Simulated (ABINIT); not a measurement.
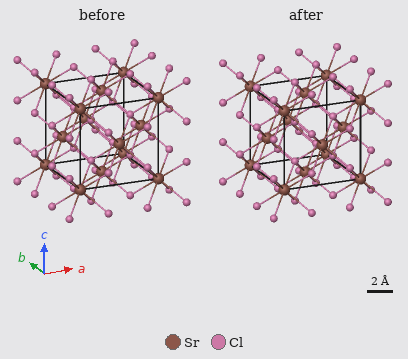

The structure of solid SrCl2 (set up in Fm-3m) before (left) and after (right) a relaxation, at one scale.

Style: ball-and-stick. Shown: the conventional cell (4 times the calculation's cell), slightly off an axis. Lengths and directions refer to the drawn axes.

The run lets cell and atoms move.

These are results of Kohn-Sham DFT of a periodic cell, LDA, PseudoDojo NC SR LDA v0.4.1 standard in ABINIT, not measurements.

Input file:
```
pp_dirpath "./"
pseudos "Sr.upf, Cl.upf"

acell 3*1.0
rprim
     0.0000000000     6.5920261268     6.5920261268
     6.5920261268     0.0000000000     6.5920261268
     6.5920261268     6.5920261268     0.0000000000
ntypat 2
znucl 38 17
natom 3
typat 1 2 2
chkprim 0
chksymtnons 0
tolsym 1.0e-6
xred
            0.0            0.0            0.0
            3/4            3/4            3/4
            1/4            1/4            1/4

ecut 925.187132 eV
ecutsm 0.5

kptopt 1
ngkpt 5 5 5
nshiftk 1
shiftk 0.0 0.0 0.0

ixc 7

nband 16
occopt 3
tsmear 0.00183747

nstep 80
tolvrs 1.0e-12

iomode 3
prteig 0
prtebands 0
prtwf 0
prtden 0

ionmov 2
optcell 2
ntime 50
tolmxf 2.0e-5
dilatmx 1.08
```

Launched with:
```bash
abinit run.abi > log 2>&1
```

**Describe what moved and what it gained.**

After 4 geometry steps the energy has fallen by 20.2 meV per atom. All forces vanish by symmetry, so only the cell relaxes. Pressure: −2.86 GPa at the start and 0.00 GPa at the end. No atom moves by more than 0.005 Å relative to the cell. The volume changes by −7.4 %, with a = b = c 6.977 → 6.799 Å (−2.5 %). Near-neighbour distances that change, for instance: Cl–Sr 3.021 → 2.944 Å. The space group stays Fm-3m (No. 225). Cost: 2.9 min on 1 thread of Arm Neoverse V2 (shared host), peak memory 0.11 GiB.
